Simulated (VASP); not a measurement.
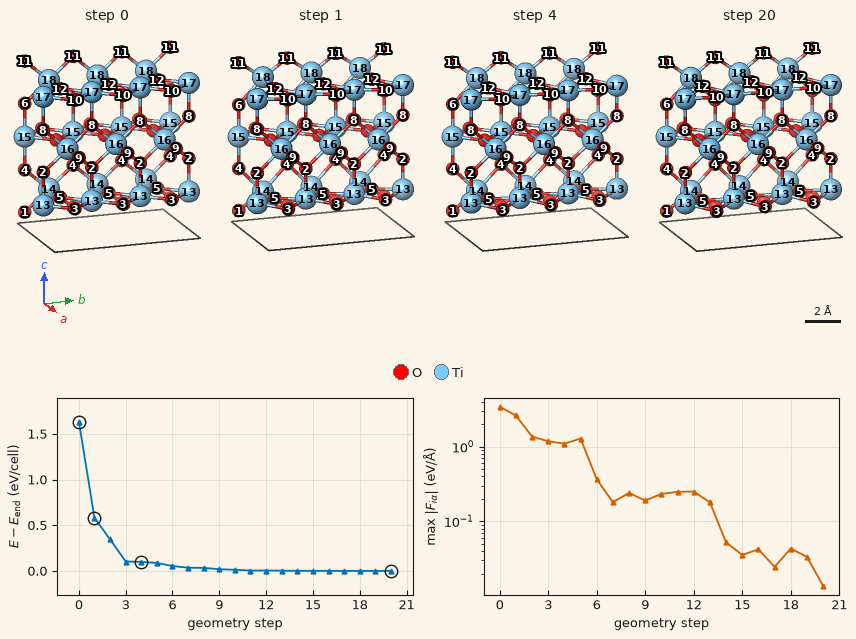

Frames of a relaxation of a slab of composition TiO₂, marked on the history of the run. A ball-and-stick model of the 1 × 3 repeat of the cell, outlined in the plane, without the vacuum (origin shifted), seen slightly off an axis.

The run lets the atoms move in a fixed cell.

The calculation used Kohn-Sham DFT of a periodic cell, PBEsol, VASP PAW PBE potentials, recommended (VASP 6.6.1).

The input:
```
SYSTEM = TiO2
PREC = Accurate
ENCUT = 520
EDIFF = 1E-7
ISMEAR = 0
SIGMA = 0.05
LREAL = .False.
LASPH = .True.
NELM = 100
ALGO = Fast
ISIF = 2
LWAVE = .False.
LCHARG = .False.
LDIPOL = .True.
IDIPOL = 3
DIPOL = 0.5 0.5 0.500
GGA = PS
IBRION = 2
NSW = 100
EDIFFG = -0.015
KPAR = 8
```

Command:
```bash
cat potpaw_PBE.64/O/POTCAR potpaw_PBE.64/Ti_sv/POTCAR > POTCAR
mpirun -np 8 vasp_std > vasp.out
```

Q: What happens along the run?

A: After 20 geometry steps the energy has fallen by 1.634 eV per cell of the calculation. The largest force component goes from 3.4 to 0.014 eV/Å. The largest moves, 0.18 Å, are those of O atoms. By element the largest moves are O 0.18 Å, Ti 0.13 Å. The lattice vectors keep their values. Near-neighbour distances that change, for instance: O–Ti 1.981 → 1.836 Å, O–Ti 1.947 → 2.071 Å, O–Ti 1.947 → 1.830 Å, O–Ti 1.981 → 1.919 Å. Bond angles that change, for instance: O–Ti–O 180.0° → 162.4°, Ti–O–Ti 98.8° → 107.8°, O–Ti–O 98.8° → 107.8°. From step 0 to 1: Ti atoms move most (0.17 Å), energy −1.053 eV per cell of the calculation. From step 1 to 4: Ti atoms move most (0.05 Å), energy −0.482 eV per cell of the calculation. From step 4 to 20: O atoms move most (0.10 Å), energy −99.0 meV per cell of the calculation.

| step | E − E(0), meV/atom | largest force component, eV/Å |
| --- | --- | --- |
| 0 | 0.00 | 3.4277 |
| 1 | -58.50 | 2.6151 |
| 2 | -71.59 | 1.3662 |
| 3 | -85.06 | 1.1806 |
| 4 | -85.30 | 1.0951 |
| 5 | -85.92 | 1.2833 |
| 6 | -87.82 | 0.3671 |
| 7 | -88.83 | 0.1804 |
| 8 | -88.93 | 0.2400 |
| 9 | -89.74 | 0.1902 |
| 10 | -90.07 | 0.2330 |
| 11 | -90.55 | 0.2485 |
| 12 | -90.55 | 0.2506 |
| 13 | -90.63 | 0.1797 |
| 14 | -90.72 | 0.0524 |
| 15 | -90.75 | 0.0355 |
| 16 | -90.76 | 0.0422 |
| 17 | -90.78 | 0.0246 |
| 18 | -90.79 | 0.0432 |
| 19 | -90.80 | 0.0335 |
| 20 | -90.80 | 0.0137 |
